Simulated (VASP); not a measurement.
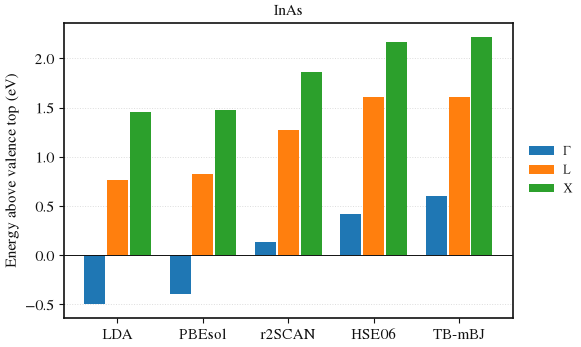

Lowest conduction level at each named k point, counted from the valence-band top at Γ, by several methods on one cell of zincblende InAs, space group F-43m, 2 atoms in the primitive cell; cubic a = 6.091 Å. All runs are without spin-orbit coupling and carry no moments. A negative value at Γ means that the s-like level, then filled, lies under the p-like triplet: the bands are inverted and there is no gap.

```csv
method,program,Γ (eV),L (eV),X (eV)
LDA,VASP,−0.50,0.76,1.45
PBEsol,VASP,−0.39,0.83,1.48
r2SCAN,VASP,0.13,1.27,1.86
HSE06,VASP,0.42,1.61,2.17
TB-mBJ,VASP,0.60,1.61,2.22
```

Q: One method is left out: PBE0. Predict its row. It was run as: PBE0, VASP PAW PBE potentials, release 64 (In_d, As), 6×6×6 k mesh, 520 eV cutoff, Gaussian smearing of 0.03 eV (VASP 6.6.1).

A: PBE0 gives 0.97 eV at Γ, 2.21 eV at L and 2.78 eV at X, which is +1.47 eV from LDA at Γ.

Q: Which methods leave a gap at Γ?

A: r2SCAN (0.13 eV), HSE06 (0.42 eV), TB-mBJ (0.60 eV) and PBE0 (0.97 eV); under LDA and PBEsol the bands are inverted and the gap is closed.

Q: Does PBE0 shift these levels rigidly from LDA?

A: The shifts are +1.47 eV at Γ, +1.45 eV at L and +1.33 eV at X: a spread of 0.14 eV on a mean of 1.42 eV, so one shift describes them well.

Settings. LDA: VASP PAW LDA potentials, release 64 (In_d, As), 10×10×10 k mesh, 520 eV cutoff, Gaussian smearing of 0.03 eV (VASP). PBEsol: VASP PAW PBE potentials, release 64 (In_d, As), 10×10×10 k mesh, 600 eV cutoff, Gaussian smearing of 0.03 eV (VASP 6.6.1). r2SCAN: VASP PAW PBE potentials, release 64 (In_d, As), 10×10×10 k mesh, 520 eV cutoff, Gaussian smearing of 0.03 eV (VASP). HSE06: VASP PAW PBE potentials, release 64 (In_d, As), 6×6×6 k mesh, 520 eV cutoff, Gaussian smearing of 0.03 eV (VASP 6.6.1). TB-mBJ: VASP PAW PBE potentials, release 64 (In_d, As), 10×10×10 k mesh, 520 eV cutoff, Gaussian smearing of 0.03 eV (VASP).

Spin-orbit coupling is left out, which matters for In and As. The cell was relaxed beforehand with PBEsol. PBEsol, r2SCAN, HSE06, TB-mBJ and PBE0: the PAW data sets were made with another functional. LDA, GGA and most meta-GGA functionals understate gaps. TB-mBJ: this is a model potential built to give gaps, with no total energy. Measured InAs has a positive gap at its own volume; LDA and PBEsol close it.
